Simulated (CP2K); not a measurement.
Bi₂Se₃

The calculation's input:

```
&GLOBAL
  PROJECT bi2se3_charges
  RUN_TYPE ENERGY_FORCE
  PRINT_LEVEL LOW
&END GLOBAL
&FORCE_EVAL
  METHOD QS
  STRESS_TENSOR ANALYTICAL
  &DFT
    BASIS_SET_FILE_NAME BASIS_MOLOPT_UZH
    POTENTIAL_FILE_NAME POTENTIAL_UZH
    &MGRID
      CUTOFF 450
      REL_CUTOFF 60
      NGRIDS 5
    &END MGRID
    &QS
      METHOD GPW
      EPS_DEFAULT 1.0E-10
    &END QS
    &KPOINTS
      SCHEME MONKHORST-PACK 8 8 8
      GAMMA_CENTERED T
      SYMMETRY T
      SYMMETRY_BACKEND SPGLIB
    &END KPOINTS
    &SCF
      SCF_GUESS ATOMIC
      EPS_SCF 1.0E-6
      MAX_SCF 100
      ADDED_MOS 16
      CHOLESKY OFF
      EPS_EIGVAL 1.0E-7
      &DIAGONALIZATION ON
        ALGORITHM STANDARD
      &END DIAGONALIZATION
      &MIXING ON
        METHOD BROYDEN_MIXING
        ALPHA 0.4
        BETA 1.5
        NBUFFER 8
      &END MIXING
      &SMEAR ON
        METHOD FERMI_DIRAC
        ELECTRONIC_TEMPERATURE [K] 580.226
      &END SMEAR
    &END SCF
    &XC
      &XC_FUNCTIONAL
        &GGA_X_PBE
        &END GGA_X_PBE
        &GGA_C_PBE
        &END GGA_C_PBE
      &END XC_FUNCTIONAL
    &END XC
    &PRINT
      &KPOINTS ON
      &END KPOINTS
      &MULLIKEN ON
      &END MULLIKEN
      &MO ON
        ENERGIES T
        OCCUPATION_NUMBERS T
        &EACH
          QS_SCF 0
        &END EACH
        ADD_LAST NUMERIC
      &END MO
      &LOWDIN ON
      &END LOWDIN
      &HIRSHFELD ON
        SHAPE_FUNCTION DENSITY
      &END HIRSHFELD
      &VORONOI ON
        VORONOI_RADII UNITY
      &END VORONOI
      &E_DENSITY_CUBE ON
        STRIDE 1
      &END E_DENSITY_CUBE
      &V_HARTREE_CUBE ON
        STRIDE 1
      &END V_HARTREE_CUBE
      &ELF_CUBE ON
        STRIDE 1
      &END ELF_CUBE
    &END PRINT
  &END DFT
  &SUBSYS
    &CELL
      A 4.1430000000 0.0000000000 0.0000000000
      B -2.0715000000 3.6586037056 0.0000000000
      C -2.0715000000 -1.1728824970 9.5481990889
      PERIODIC XYZ
    &END CELL
    &COORD
      SCALED
      Bi  0.1984000000 0.5992000000 0.7976000000
      Bi  0.8016000000 0.4008000000 0.2024000000
      Se  0.5766000000 0.7883000000 0.3649000000
      Se  0.4234000000 0.2117000000 0.6351000000
      Se  0.0000000000 0.0000000000 0.0000000000
    &END COORD
    &KIND Bi
      BASIS_SET DZVP-MOLOPT-PBE-GTH-q5
      POTENTIAL GTH-PBE-q5
    &END KIND
    &KIND Se
      BASIS_SET DZVP-MOLOPT-PBE-GTH-q6
      POTENTIAL GTH-PBE-q6
    &END KIND
    &PRINT
      &ATOMIC_COORDINATES ON
      &END ATOMIC_COORDINATES
      &CELL ON
      &END CELL
    &END PRINT
  &END SUBSYS
  &PRINT
    &FORCES ON
    &END FORCES
    &STRESS_TENSOR ON
    &END STRESS_TENSOR
  &END PRINT
&END FORCE_EVAL
```

Run with:

```sh
OMP_NUM_THREADS=1 mpirun -n 4 cp2k.psmp -i bi2se3_charges.inp -o bi2se3_charges.out
```

Below, planes, directions and counts refer to the conventional cell (a = 7.32 Å, b = 4.14 Å, c = 9.87 Å, α = 90.00°, β = 104.59°, γ = 90.00°).

Space group C2/m; changed on purpose from its base cell (strain c = 0.02).

The calculation used CP2K 2026.2, Kohn-Sham DFT of a periodic cell, PBE, GTH-PBE with UZH-DZVP basis.

Q: What will maps of the valence pseudo-density and electron localisation function show?

A: Bi–Se (2.88 Å): ρ is about 0.29 e/Å³ halfway; the ELF is about 0.55 at the midpoint.
Bi–Se (3.10 Å): ρ is about 0.19 e/Å³ halfway; the ELF is about 0.35 at the midpoint.

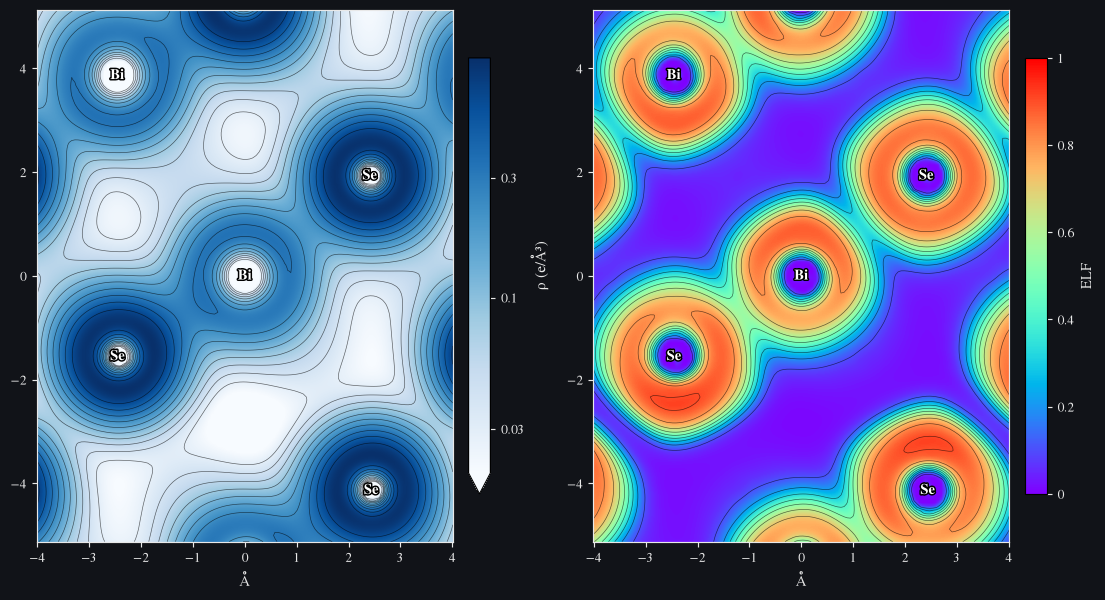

Computed valence pseudo-density and electron localisation function on the (010) plane of the conventional cell, in this order. 

In a pseudopotential calculation such maps are meaningful between the atoms, not at the nuclei.
